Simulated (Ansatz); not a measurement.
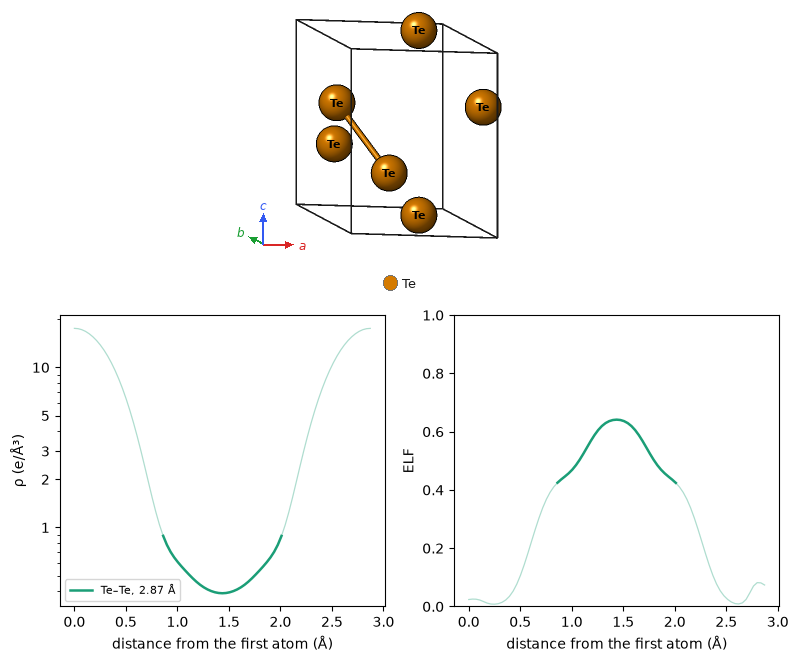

Figure. Te. Valence electron density and ELF along straight lines between neighbouring atoms. Thin, pale parts lie inside the atomic spheres. The structure is drawn too.

Space group P3₁21.

Computed with Ansatz, DFT PBE, scalar-relativistic, plane waves, PAW.

The density is the valence pseudo-density of a PAW calculation; it isn't the true density close to the nuclei.

### What can be read from the curves?

Te–Te (2.87 Å): ρ is about 0.39 e/Å³ halfway; the ELF peaks at about 0.65 between the atoms.
